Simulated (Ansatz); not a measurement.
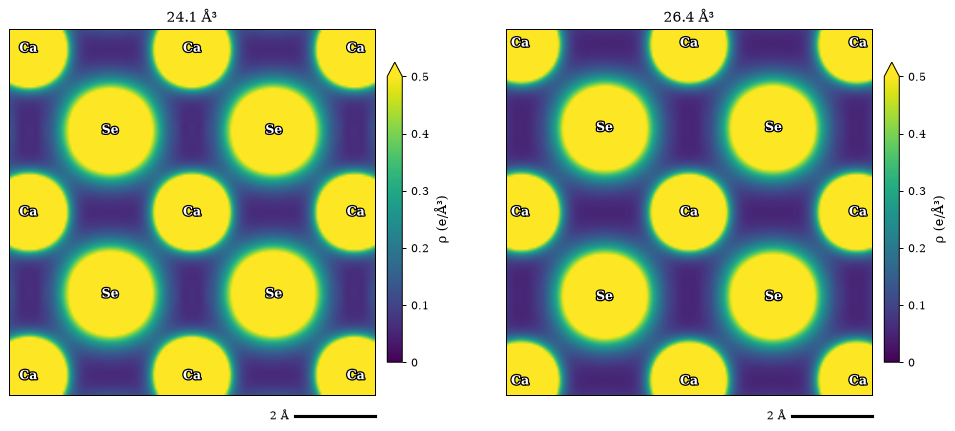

CaSe. The valence electron density of cells scaled evenly to different volumes (given per atom above each panel), on the (101) plane of each (indices in the axes of the cell below), at one length scale and on one colour scale.

Computed with DFT PBE, scalar-relativistic, plane waves, PAW (Ansatz).

Core electrons are frozen (PAW), and the valence fields are smoothed inside the atomic spheres.

The largest cell:

```yaml
crystal:
  lattice:
    - [0.00000, 2.97937, 2.97937]
    - [2.97937, 0.00000, 2.97937]
    - [2.97937, 2.97937, 0.00000]
  atoms:
    - { symbol: Ca, position: [0.00000, 0.00000, 0.00000] }
    - { symbol: Se, position: [0.50000, 0.50000, 0.50000] }
```

| volume (Å³/atom) | Ca–Se contact in the plane (Å) | ρ at its midpoint (e/Å³) | pressure (GPa) | gap on the mesh (eV) | 
| --- | --- | --- | --- | --- |
| 24.07 | 2.887 | 0.209 | 5.5 | 1.84 | 
| 24.86 | 2.919 | ? | ? | ? | 
| 26.45 | 2.979 | 0.181 | 0.0 | 2.08 | 

Q: What values belong in the row with question marks?

A: Over the known rows ln ρ falls by 1.56 per Å of Ca–Se distance (the line through the two), which gives 0.199 e/Å³ at 2.919 Å; the calculation gives 0.199 e/Å³. For the pressure, a straight line in volume between the neighbouring rows gives 3.7 GPa; the calculation gives 3.3, lower because pressure rises ever faster on compression. For the gap on the mesh, a straight line in volume between the neighbouring rows gives 1.92 eV; the calculation gives 1.93.
